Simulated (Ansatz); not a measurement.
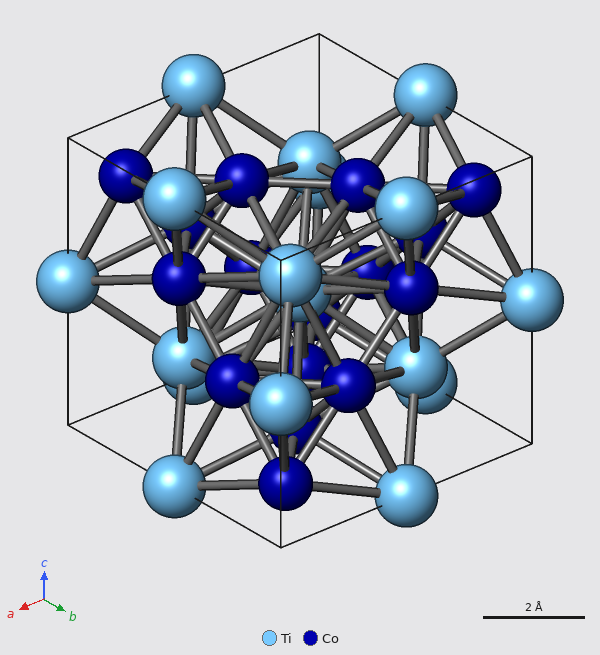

The starting point is a crystal of TiCo2 (set up in Fd-3m). The picture is a ball-and-stick view of the conventional cell (4 times the calculation's cell), seen from a free direction. Lengths and directions refer to the drawn axes.

The calculation used DFT PBEsol, scalar-relativistic, plane waves, PAW (Ansatz 0.2.0). Settings: plane-wave cutoff 420 eV; k-point mesh 10 × 10 × 10; occupations gaussian; smearing width 0.1 eV; no spin polarisation.

Change: Equal strain along all axes, −2.0 %, is applied. Symmetry leaves the atoms no freedom, so this is a single point.

**What is the effect?**

It costs 32.4 meV per atom. The pressure goes from 0.0 to 16.0 GPa. All forces vanish by symmetry. Both are metals. Near-neighbour distances before and after: Ti–Ti 2.837 → 2.781 Å, Co–Ti 2.717 → 2.662 Å, Co–Co 2.317 → 2.270 Å. The space group stays Fd-3m (No. 227).

The changed structure in the same view:

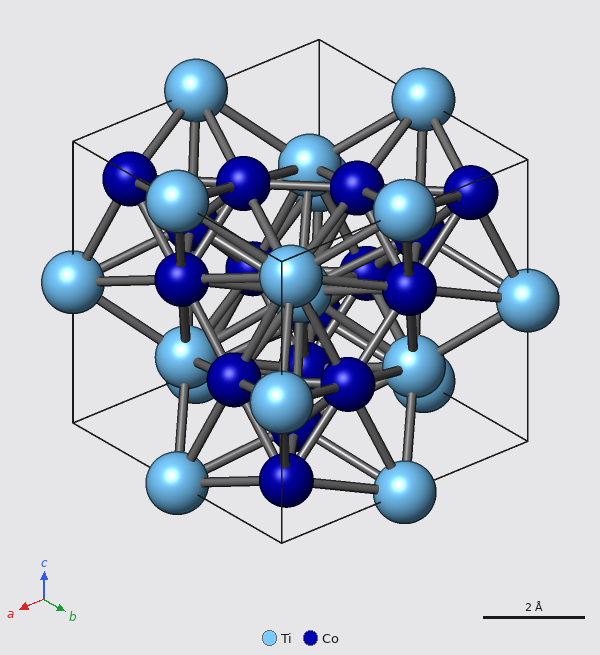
